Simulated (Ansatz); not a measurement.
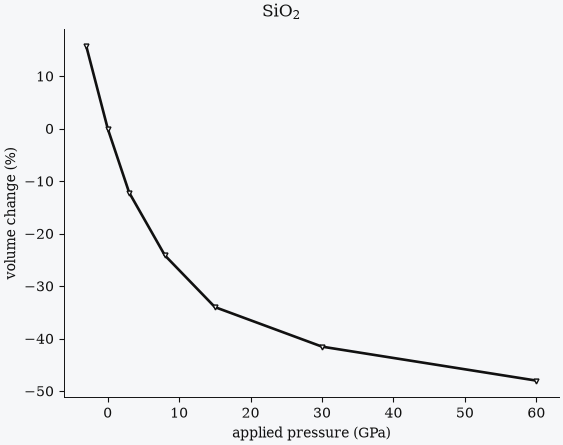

The picture above shows the volume change against applied pressure for SiO₂, space group I-42d (No. 122).

Structure:
```yaml
crystal:
  lattice:
    - [-2.46440, 2.46440, 3.64440]
    - [2.46440, -2.46440, 3.64440]
    - [2.46440, 2.46440, -3.64440]
  atoms:
    - { symbol: Si, position: [0.00000, 0.00000, 0.00000] }
    - { symbol: Si, position: [0.75000, 0.25000, 0.50000] }
    - { symbol: O, position: [0.37500, 0.22350, 0.34850] }
    - { symbol: O, position: [0.97350, 0.62500, 0.84850] }
    - { symbol: O, position: [0.77650, 0.12500, 0.15150] }
    - { symbol: O, position: [0.87500, 0.02650, 0.65150] }
```

Calculation (Ansatz 0.2.0): volume, enthalpy and cell of a crystal along a series of hydrostatic pressures at zero temperature, keeping its symmetry; changes are against the given cell; the k mesh follows the cell and the gap; plane waves with PAW datasets, Γ-centred k mesh; energies extrapolated to zero smearing. Level: LDA, no spin polarisation.

```tsv
setting	value
wave cutoff	420 eV
occupations	Gaussian
k mesh at zero pressure	6×6×6
smearing width at zero pressure	0.02 eV
```

From this curve and the settings, what does the calculation give for the band gap, change of a and enthalpy change at the same points?

The band gap stays open and runs from 5.274 eV at applied pressure −3 GPa to 5.617 eV at 60 GPa, with its largest value, 6.456 eV, at 15 GPa. The change of a falls from 4.16 % at applied pressure −3 GPa to −8.72 % at 60 GPa. The enthalpy change rises from −0.30 eV/atom at applied pressure −3 GPa to 3.45 eV/atom at 60 GPa.

```
applied pressure (GPa)  band gap (eV)  change of a (%)  enthalpy change (eV/atom)
                    -3          5.274             4.16                      -0.30
                     0          5.759             0.00                       0.00
                     3          6.226            -3.17                       0.26
                     8          6.410            -5.43                       0.63
                    15          6.456            -5.80                       1.08
                    30          6.406            -6.71                       1.93
                    60          5.617            -8.72                       3.45
```

Keep in mind: far from the equilibrium volume.
